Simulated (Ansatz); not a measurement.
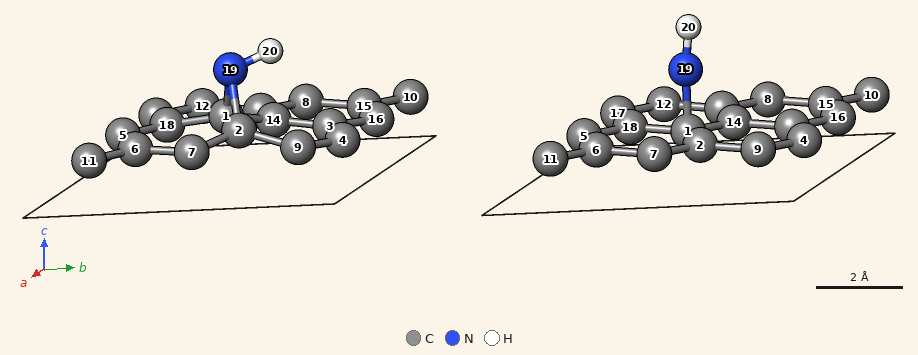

Two geometries of a slab of composition HC$_{18}$N, drawn at one scale. One is the start of a relaxation, the other its converged end. The picture is a ball-and-stick view of the cell of the calculation, outlined in the plane, without the vacuum (origin shifted), seen slightly off an axis.

Computed with Ansatz 0.2.0, DFT PBE, scalar-relativistic, plane waves, PAW. Set-up: plane-wave cutoff 420 eV; k-point mesh 2 × 2 × 1; occupations gaussian; smearing width 0.05 eV; no spin polarisation; atoms relaxed in a fixed cell; force threshold 0.03 eV/Å; at most 60 steps.

Q: Which of the two is the end point?

A: The left one is the relaxed one. It is NH on graphene monolayer, set down by a guess. The run prepares an end point of a later path (molecule hop) calculation, from a guessed geometry. The largest move relative to the layer's centre is that of the H atom, 1.13 Å at 64° to the normal (−c side). Largest moves by element: H 1.13 Å, N 0.63 Å, C 0.36 Å. The lattice vectors keep their values. Among the contacts that change: C–N 2.041 → 1.493 Å, C–N 2.032 → 2.464 Å, C–C 1.424 → 1.517 Å, C–C 1.424 → 1.465 Å. New bonds form: C–N (2.04 → 1.49 Å). Among the angles between lasting bonds that change: C–N–H 173.5° → 107.6°, C–C–N 88.8° → 59.5°, C–C–N 88.4° → 112.6°. After 14 geometry steps the energy has fallen by 3.393 eV per cell of the calculation. Largest force component: 2.9 eV/Å at the start, 0.011 eV/Å at the end.

Limits of the set-up: the periodic images lie only 7.4 Å apart, so the values are limited by the cell's size.
